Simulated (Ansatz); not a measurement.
```xyz
2
Lattice="3.5686 0.0000 0.0000 0.0000 3.5686 0.0000 0.0000 0.0000 3.5686" Properties=species:S:1:pos:R:3 pbc="T T T"
Cd    0.0000    0.0000    0.0000
Cd    1.7843    1.7843    1.7843
```

Space group Im-3m. This isn't the usual form at ambient conditions. The cell comes from a database of computed structures, not from a measurement.

The calculation used DFT PBE, scalar-relativistic, plane waves, PAW (Ansatz 0.2.0).

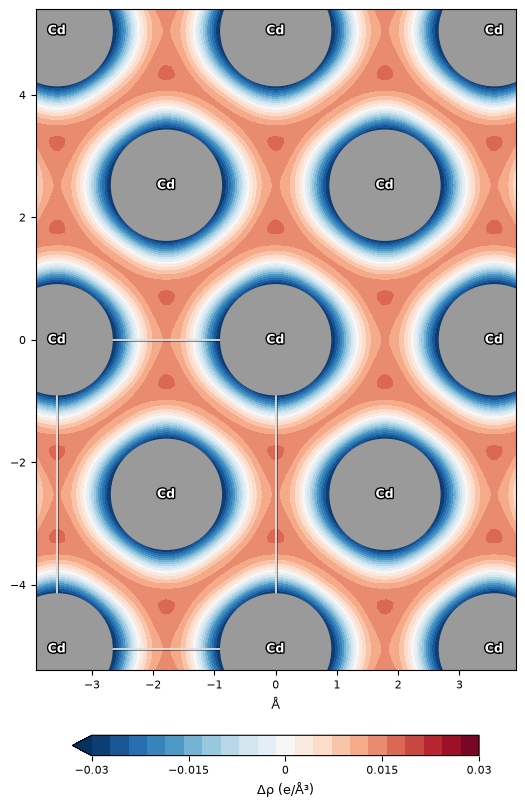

Cd. Deformation density (self-consistent density less superposed neutral spherical atoms): a map on the (11̄0) plane of the conventional cell, with grey discs over the atomic cores. Cores are masked to 0.9 Å (Cd).

In a PAW calculation such maps are meaningful between the atoms, not at the nuclei.

Where does charge go when the atoms form this crystal?

Answer. Cd–Cd (3.09 Å): Δρ is +0.013 e/Å³ at the midpoint. Over the whole cell, outside the masked cores, the largest gain, 0.017 e/Å³, lies 2.0 Å from a cadmium nucleus, and the largest loss lies at the edge of the masked core of Cd. The rearranged charge, half the integral of |Δρ|, is about 0.15 e an atom.

Does the calculation give a gap?

Answer. It is metallic at this level of theory.
